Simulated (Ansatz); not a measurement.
# Geometry relaxation of MoSe$_{2}$ (part 2 of 2)

MoSe$_{2}$ (slab, 12 atoms in the cell); DFT PBE+D3(BJ), scalar-relativistic, plane waves, PAW, no spin polarisation (Ansatz 0.2.0); cutoff 420 eV, 9×9×1 k-mesh, Gaussian smearing of 0.05 eV. The structure derives from an entry of the Crystallography Open Database. The input holds or restrains some coordinates. Forces given for the steps count only the free coordinates. It belongs to a series of runs on one base structure; here: clean slab, lower half held.

Geometry of the input (Å; fractional positions):
```
3.2762  0.0000  0.0000
-1.6381  2.8373  0.0000
0.0000  0.0000  39.4467
Se 0.3333  0.6667  0.2155
Mo 0.6667  0.3333  0.2579
Se 0.3333  0.6667  0.3004
Se 0.6667  0.3333  0.3769
Mo 0.3333  0.6667  0.4193
Se 0.6667  0.3333  0.4618
Se 0.3333  0.6667  0.5382
Mo 0.6667  0.3333  0.5807
Se 0.3333  0.6667  0.6231
Se 0.6667  0.3333  0.6996
Mo 0.3333  0.6667  0.7421
Se 0.6667  0.3333  0.7845
```

**Output, continued**
```
  k-point 0: bands = ["-54.6305", "-54.6305", "-54.6281", "-54.6281", "-41.2460", "-41.2460", "-41.2460", "-41.2460", "-41.2456", "-41.2456", "-41.2455", "-41.2455", "-41.2382", "-41.2382", "-41.2382", "-41.2382", "-41.2199", "-41.2199", "-41.2199", "-41.2199", "-41.2108", "-41.2108", "-41.2106", "-41.2106", "-41.2098", "-41.2098", "-41.2095", "-41.2095", "-41.2028", "-41.2028", "-41.2028", "-41.2028", "-41.1971", "-41.1969", "-41.1951", "-41.1948", "-41.1887", "-41.1887", "-41.1778", "-41.1778", "-41.1778", "-41.1778", "-41.1613", "-41.1613", "-28.7986", "-28.7985", "-28.7967", "-28.7967", "-28.5956", "-28.5956", "-28.5956", "-28.5956", "-28.5919", "-28.5919", "-28.5919", "-28.5919", "-8.3448", "-8.2569", "-8.1375", "-8.0374", "-7.3915", "-7.2274", "-7.0673", "-6.9591", "0.0674", "0.3572", "0.7574", "1.1266", "3.2448", "3.8249", "4.0517", "4.0517", "4.0606", "4.0606", "4.0713", "4.0713", "4.0729", "4.0729", "4.5215", "5.0363", "5.0363", "5.0570", "5.0570", "5.0778", "5.0778", "5.0879", "5.0879", "5.2195", "5.5374", "6.1741", "6.4110", "6.5289", "9.0379", "9.0379", "9.0552", "9.0552", "9.0874", "9.0874", "9.1207", "9.1207", "9.2229", "9.2229", "9.2998", "9.2998", "9.3691", "9.3691", "9.4132", "9.4132", "10.9210", "10.9718", "11.8139"]
  k-point 1: bands = ["-54.6276", "-54.6276", "-54.6252", "-54.6252", "-41.2460", "-41.2460", "-41.2456", "-41.2455", "-41.2455", "-41.2455", "-41.2450", "-41.2450", "-41.2382", "-41.2382", "-41.2377", "-41.2377", "-41.2198", "-41.2198", "-41.2193", "-41.2193", "-41.2109", "-41.2108", "-41.2107", "-41.2107", "-41.2101", "-41.2099", "-41.2098", "-41.2096", "-41.2030", "-41.2030", "-41.2029", "-41.2029", "-41.1968", "-41.1967", "-41.1948", "-41.1946", "-41.1884", "-41.1884", "-41.1780", "-41.1780", "-41.1779", "-41.1779", "-41.1610", "-41.1610", "-28.7914", "-28.7913", "-28.7895", "-28.7895", "-28.6285", "-28.6285", "-28.6248", "-28.6248", "-28.6030", "-28.6030", "-28.5994", "-28.5994", "-8.1706", "-8.0846", "-7.9670", "-7.8672", "-7.2845", "-7.1262", "-6.9739", "-6.8719", "0.2759", "0.5583", "0.9541", "1.3289", "3.0448", "3.5383", "3.6083", "3.6278", "3.6426", "3.6507", "4.0397", "4.2177", "4.2308", "4.2451", "4.2497", "4.3187", "4.7576", "4.7825", "4.8070", "4.8199", "5.0514", "5.0831", "5.1904", "5.4860", "5.5721", "6.0941", "6.1935", "6.2381", "8.6505", "8.6691", "8.6852", "8.6941", "8.6948", "8.8131", "8.8462", "8.8713", "8.9211", "8.9894", "9.0811", "9.1715", "9.2781", "9.3423", "9.3843", "9.4037", "11.2067", "11.2679", "12.1467"]
  k-point 2: bands = ["-54.6201", "-54.6201", "-54.6178", "-54.6178", "-41.2459", "-41.2459", "-41.2456", "-41.2455", "-41.2441", "-41.2441", "-41.2437", "-41.2436", "-41.2381", "-41.2381", "-41.2363", "-41.2363", "-41.2198", "-41.2198", "-41.2179", "-41.2179", "-41.2111", "-41.2110", "-41.2110", "-41.2109", "-41.2108", "-41.2104", "-41.2100", "-41.2097", "-41.2034", "-41.2034", "-41.2030", "-41.2030", "-41.1962", "-41.1960", "-41.1941", "-41.1939", "-41.1878", "-41.1878", "-41.1784", "-41.1784", "-41.1781", "-41.1780", "-41.1603", "-41.1603", "-28.7731", "-28.7731", "-28.7713", "-28.7713", "-28.7112", "-28.7112", "-28.7074", "-28.7074", "-28.6219", "-28.6219", "-28.6183", "-28.6183", "-7.6876", "-7.6089", "-7.4987", "-7.4015", "-6.9878", "-6.8477", "-6.7192", "-6.6356", "0.7769", "1.0220", "1.3779", "1.7416", "2.5233", "2.6016", "2.6340", "2.7443", "2.7617", "2.9725", "3.1926", "3.2820", "4.1843", "4.2132", "4.2460", "4.2663", "4.6501", "4.6513", "4.6787", "4.7047", "4.7175", "4.7623", "4.9736", "5.2367", "5.3785", "5.4964", "5.5028", "5.5117", "7.8287", "7.9755", "8.1767", "8.3896", "8.4245", "8.5068", "8.5204", "8.6095", "8.6894", "8.7903", "8.9935", "9.1551", "9.6362", "9.7399", "9.8430", "9.9105", "11.8661", "11.9204", "12.8140"]
  k-point 11: bands = ["-54.6022", "-54.6022", "-54.5998", "-54.5998", "-41.2438", "-41.2438", "-41.2431", "-41.2431", "-41.2428", "-41.2427", "-41.2427", "-41.2427", "-41.2357", "-41.2357", "-41.2353", "-41.2353", "-41.2173", "-41.2173", "-41.2170", "-41.2170", "-41.2125", "-41.2122", "-41.2116", "-41.2116", "-41.2111", "-41.2107", "-41.2103", "-41.2103", "-41.2043", "-41.2043", "-41.2036", "-41.2036", "-41.1946", "-41.1946", "-41.1923", "-41.1923", "-41.1862", "-41.1862", "-41.1793", "-41.1793", "-41.1786", "-41.1786", "-41.1588", "-41.1588", "-28.8044", "-28.8044", "-28.8006", "-28.8006", "-28.7701", "-28.7701", "-28.7664", "-28.7664", "-28.7291", "-28.7291", "-28.7273", "-28.7273", "-6.0620", "-6.0620", "-6.0422", "-6.0422", "-6.0032", "-6.0032", "-5.9688", "-5.9688", "0.9122", "0.9780", "1.0609", "1.1234", "1.4407", "1.4407", "1.5078", "1.5078", "1.9441", "2.0577", "2.1720", "2.2480", "2.4588", "2.4588", "2.6941", "2.6941", "3.0281", "3.0281", "3.3103", "3.3103", "3.9810", "3.9810", "4.1122", "4.1122", "6.0533", "6.1128", "6.1900", "6.2520", "7.7393", "7.7393", "7.7466", "7.7467", "8.1849", "8.4757", "8.8399", "9.1474", "9.2374", "9.2374", "9.2888", "9.2888", "10.5355", "10.5355", "10.6248", "10.6248", "12.1335", "12.5785", "13.1426"]
--- Relaxed structure (2 steps of the walk, 2 accepted, 0 SCFs on fresh bases) ---
  F+E_penalty+E_count = -63590.00345498 eV   max|allowed force component| = 2.565e-2 eV/Å
  atoms:
    - { symbol: Se, position: [0.3333333333333333, 0.6666666666666667, 0.215480535] }
    - { symbol: Mo, position: [0.6666666666666667, 0.33333333333333337, 0.2579310109] }
    - { symbol: Se, position: [0.3333333333333333, 0.6666666666666667, 0.3003814867] }
    - { symbol: Se, position: [0.6666666666666667, 0.33333333333333337, 0.3768598611] }
    - { symbol: Mo, position: [0.3333333333333333, 0.6666666666666667, 0.419310337] }
    - { symbol: Se, position: [0.6666666666666667, 0.33333333333333337, 0.46176081280000003] }
    - { symbol: Se, position: [0.3333333333333333, 0.6666666666666667, 0.5382391872000001] }
    - { symbol: Mo, position: [0.6666666666666667, 0.33333333333333337, 0.580689663] }
    - { symbol: Se, position: [0.3333333333333333, 0.6666666666666667, 0.6231401389000001] }
    - { symbol: Se, position: [0.6666666666666667, 0.33333333333333337, 0.6996185133] }
    - { symbol: Mo, position: [0.3333333333333333, 0.6666666666666667, 0.7420689891] }
    - { symbol: Se, position: [0.6666666666666667, 0.33333333333333337, 0.784519465] }
```

**Trajectory as extended XYZ (Å, eV, eV/Å), 2 frames, from step=1 to step=2**
```
12
Lattice="3.2762 0.0000 0.0000 -1.6381 2.8373 0.0000 0.0000 0.0000 39.4467" Properties=species:S:1:pos:R:3:forces:R:3 step=1 energy=-63590.00345
Se    0.0000    1.8915    8.5000    0.0000   0.0000  -0.0258
Mo    1.6381    0.9458   10.1745    0.0000   0.0000   0.0037
Se    0.0000    1.8915   11.8491    0.0000   0.0000   0.0172
Se    1.6381    0.9458   14.8659    0.0000   0.0000   0.0049
Mo    0.0000    1.8915   16.5404    0.0000   0.0000   0.0007
Se    1.6381    0.9458   18.2149    0.0000   0.0000  -0.0032
Se    0.0000    1.8915   21.2318    0.0000   0.0000   0.0031
Mo    1.6381    0.9458   22.9063    0.0000   0.0000  -0.0007
Se    0.0000    1.8915   24.5808    0.0000   0.0000  -0.0049
Se    1.6381    0.9458   27.5977    0.0000   0.0000  -0.0172
Mo    0.0000    1.8915   29.2722    0.0000   0.0000  -0.0037
Se    1.6381    0.9458   30.9467    0.0000   0.0000   0.0258
12
Lattice="3.2762 0.0000 0.0000 -1.6381 2.8373 0.0000 0.0000 0.0000 39.4467" Properties=species:S:1:pos:R:3:forces:R:3 step=2 energy=-63590.00345
Se    0.0000    1.8915    8.5000    0.0000   0.0000  -0.0256
Mo    1.6381    0.9458   10.1745    0.0000   0.0000   0.0039
Se    0.0000    1.8915   11.8491    0.0000   0.0000   0.0173
Se    1.6381    0.9458   14.8659    0.0000   0.0000   0.0048
Mo    0.0000    1.8915   16.5404    0.0000   0.0000   0.0006
Se    1.6381    0.9458   18.2149    0.0000   0.0000  -0.0031
Se    0.0000    1.8915   21.2318    0.0000   0.0000   0.0031
Mo    1.6381    0.9458   22.9063    0.0000   0.0000  -0.0006
Se    0.0000    1.8915   24.5808    0.0000   0.0000  -0.0048
Se    1.6381    0.9458   27.5977    0.0000   0.0000  -0.0173
Mo    0.0000    1.8915   29.2722    0.0000   0.0000  -0.0039
Se    1.6381    0.9458   30.9467    0.0000   0.0000   0.0256
```

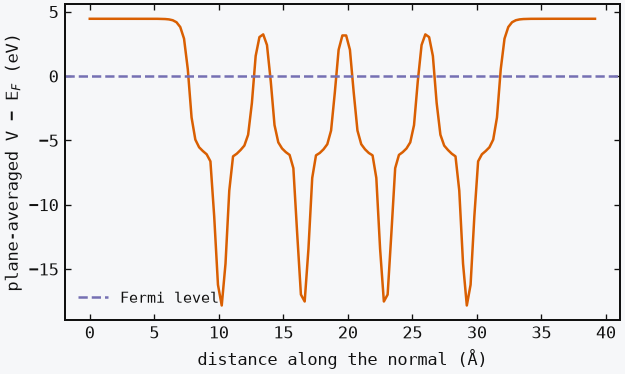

Plane average of the electrostatic potential energy of an electron across the cell, from the Fermi level. The vacuum level lies 4.45 eV above the Fermi level.

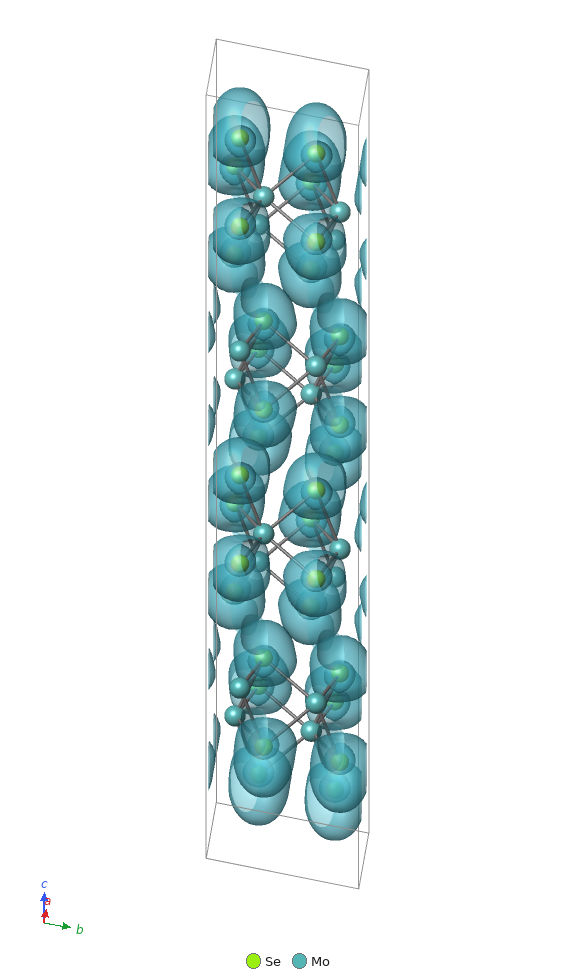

Isosurface of the electron localisation function at 0.65 (cyan), seen at an oblique angle. Core shells and regions of very low density are left out. Sticks mark near contacts. Along the contacts the grid gives the following. Mo–Se (2.53 Å): the ELF is about 0.50 at the midpoint. In a PAW calculation such maps are meaningful between the atoms, not at the nuclei.

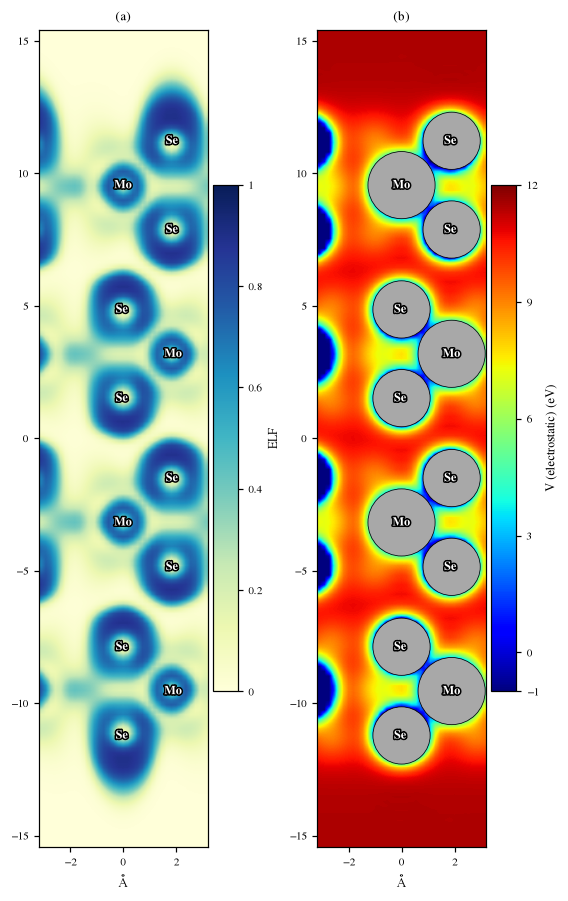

(a) ELF; (b) electrostatic potential (local pseudopotential plus Hartree) felt by an electron on the (110) plane of the calculation cell, a cut from vacuum to vacuum. Grey discs, where drawn, cover atomic cores. Atoms in the plane: Se and Mo. Mo–Se (2.53 Å): the ELF is about 0.50 at the midpoint. The strong features right at Mo lie inside the PAW spheres (semicore, d or f shells) and say nothing about bonding.

**Summary**

- outcome: converged under the restraints of the input
- electrons treated: 184
- free energy: −63590.0035 eV
- work function, top face: 4.45 eV
- work function, bottom face: 4.45 eV
- Fermi energy: 7.005 eV
- gap on the k-point mesh: 0.96 eV
- final volume: 366.68 Å³
- work function (upper face): 4.45 eV
- largest force (length of the vector) at the end, held atoms and coordinates included: 0.026 eV/Å
- wall time: 20 s (CPU time 77 s)
- peak memory: 1.3 GiB

**Notes**

Warnings of the run: the exchange-correlation potential is rough where the density is thin.
